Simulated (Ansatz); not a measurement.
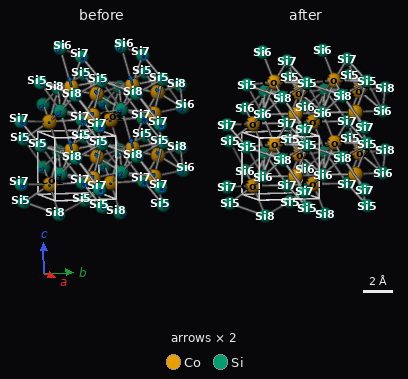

The structure of solid CoSi (set up in P1) (coarse preliminary run) before (left) and after (right) a relaxation, at one scale. The blue arrows give the displacements (the part carried along by the change of the cell is left out), magnified 2 times.

Style: ball-and-stick. Shown: the cell of the calculation, repeated 1 × 2 × 2 with one cell outlined, slightly off an axis.

The calculation used Ansatz 0.2.0, DFT PBE, scalar-relativistic, plane waves, PAW.

The input:
```yaml
crystal:
  lattice:
    - [4.3681822986, 0.0053162221, -0.0463326567]
    - [0.0053162221, 4.5062938437, -0.0070291926]
    - [-0.0463326567, -0.0070291926, 4.4788170949]
  atoms:
    - { symbol: Co, position: [0.15008227, 0.1534407593, 0.164832184] }
    - { symbol: Co, position: [0.366842675, 0.8662577313, 0.6062029827] }
    - { symbol: Co, position: [0.6762501389, 0.3654430389, 0.7686850674] }
    - { symbol: Co, position: [0.8346340354, 0.6705195349, 0.3231213117] }
    - { symbol: Si, position: [0.8025467898, 0.8268927622, 0.8600740515] }
    - { symbol: Si, position: [0.6439002659, 0.1960596909, 0.3858774504] }
    - { symbol: Si, position: [0.4007074884, 0.6146022699, 0.2083063913] }
    - { symbol: Si, position: [0.1250363366, 0.3067842126, 0.6829005609] }
basis:
  ecutwfc: 420
kpoints:
  mp_grid: { grid: [6, 6, 6] }
hamiltonian:
  xc: pbe
scf:
  occupations: { method: gaussian, width: 0.2 }
  lower_state_search: "off"
output:
  forces: true
  stress: true
  eigenvalues: true
relax:
  adjacent_minimum: "off"
  f_tol: 0.025
  max_steps: 60
  cell: { stress_tol: 0.25 }
```

Command:
```bash
ansatz run input.yaml --threads 1 --pin off --max-ram 2560MiB --backend cpu --events-out ev --progress --plain --runs-dir out
```

### What changed between the two?

The largest move relative to the cell is that of Co3, 0.41 Å roughly along [−1 0 3]. By element the largest moves are Co 0.41 Å, Si 0.39 Å. Cell: a 4.368 → 4.431 Å (+1.4 %), b 4.506 → 4.431 Å (−1.7 %), c 4.479 → 4.431 Å (−1.1 %), α 90.2° → 90.0°, β 91.2° → 90.0°, γ 89.9° → 90.0°. Volume −1.3 %. Some distances before and after: Co3–Si6 1.877 → 2.433 Å, Co3–Si6 (another image) 2.877 → 2.335 Å, Co2–Si7 2.930 → 2.433 Å, Co4–Si7 1.970 → 2.432 Å. Among the angles between lasting bonds that change: Si7–Co2–Si8 129.2° → 111.1°, Si6–Co2–Si8 154.6° → 139.4°, Si6–Co2–Si7 86.2° → 72.3°. The space group (tolerance 0.01 Å) goes from P1 (No. 1) to P2_13 (No. 198). The energy falls by 4.172 eV per cell of the calculation in 4 accepted moves (5 points after the start). Largest force component: 7.8 eV/Å at the start, 0.0053 eV/Å at the end. The pressure goes from 20.44 to 0.01 GPa. The SCF was repeated once at an unchanged geometry on a basis and grid sized afresh for the cell, which shifted the energy by 0.4 meV per cell of the calculation at most. The run took 6.5 min on 1 thread of Arm Neoverse V1 (shared host), peak memory 0.6 GiB.

Limits of the set-up: an element that often carries a moment was run without spin polarisation.
